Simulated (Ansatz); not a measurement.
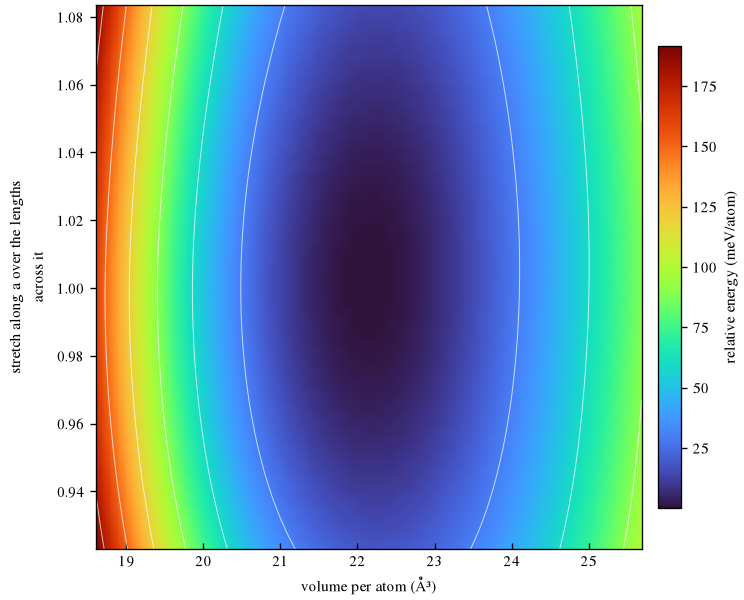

GaSb (Immm, No. 71; 2 atoms in the cell). 
- The energy is mapped over volume and the cell's shape.
- The first coordinate is: volume per atom; the second: stretch along a over the lengths across it, relative to the relaxed cell.
- Nothing is relaxed (symmetry fixes all fractional coordinates).
- Grid: 7 × 7 points.
- Points are written as (first, second).
- All energies are given in meV/atom relative to the lowest grid point.
- Method: DFT LDA, scalar-relativistic, plane waves, PAW (Ansatz 0.2.0). Settings: cutoff 420 eV, k-mesh 18×18×18, gaussian smearing 0.15 eV, no spin polarisation.

Drawn: a smooth colour map with a few white contour lines. Between grid points the surface is interpolated.

The lowest grid point is at (22.14 Å³, 1.000). No other kind of well shows on this grid. The highest grid point, (18.60 Å³, 0.923), lies 192 meV/atom above the lowest. Round the minimum the two coordinates are nearly uncoupled.

The level of theory is changed to Ansatz, DFT PBE, scalar-relativistic, plane waves, PAW; with it change the cell, relaxed at the new level (first cell vector 4.198 Å, before 4.077 Å); the new grid has 7 × 7 points.

Question: What will the new map look like?

Answer: The minimum (interpolated where it lies between grid points) moves from about (22.14 Å³, 1.003) to about (24.02 Å³, 1.004). The curvature at the minimum changes from about 0.037 to 0.027 eV/(Å³)² along volume per atom and by less than a tenth (about 10) eV per unit squared along the second coordinate (per cell).

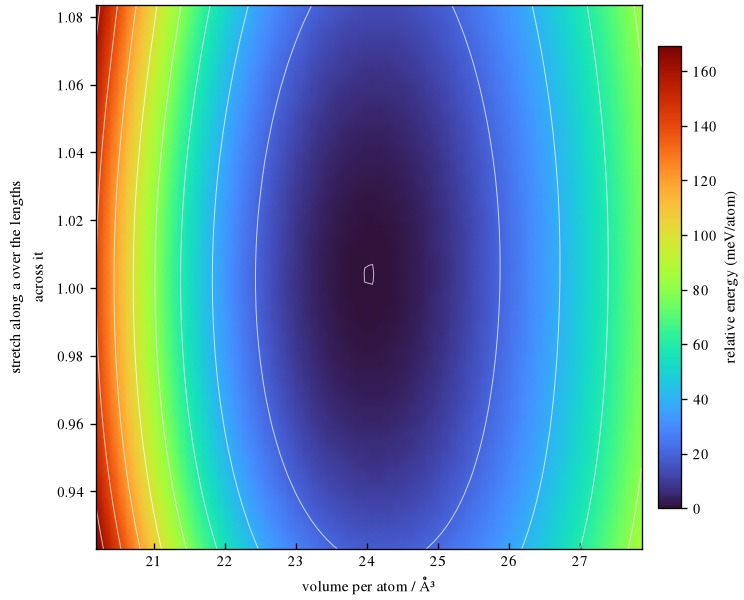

The map after the change, on a colour scale of its own. Drawn: a smooth colour map with a few white contour lines. Between grid points the surface is interpolated.

PAW datasets: the set soft_1.
